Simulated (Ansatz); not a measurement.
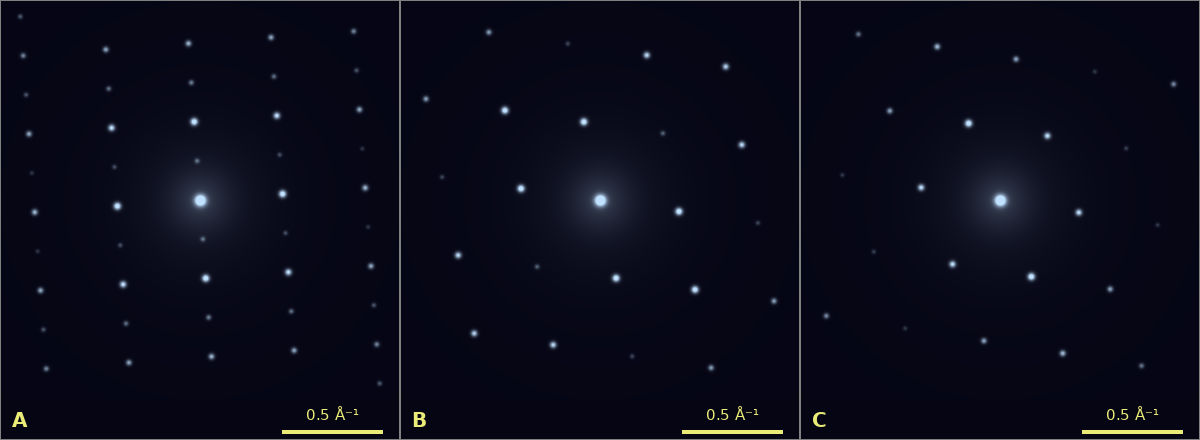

Kinematic zone-axis patterns, calculated for 120 keV electrons with B = 0.5 Å².

All three come from Ta, space group Fmmm (No. 69), a = 3.062 Å, b = 4.829 Å, c = 10.194 Å. Structure: coordinates from a relaxation with DFT r2SCAN, scalar-relativistic, plane waves, PAW in Ansatz; the starting structure was generated, so it need not be a known form of this composition.

| atom | site | symmetry | x | y | z |
| --- | --- | --- | --- | --- | --- |
| Ta | 8i | mm2 | 0.0000 | 0.0000 | 0.1343 |

### Assign the zone axes [011], [100], [101] to A, B and C.

A is [100]: rectangular net of 0 0 2 at d = 5.10 Å and 0 2 0 at d = 2.41 Å, at 90.0°. B is [011]: centred rectangular net of 1 -1 1 at d = 2.51 Å and 1 1 -1 at d = 2.51 Å, at 70.1°. C is [101]: centred rectangular net of -1 1 1 at d = 2.51 Å and -1 -1 1 at d = 2.51 Å, at 62.5°.
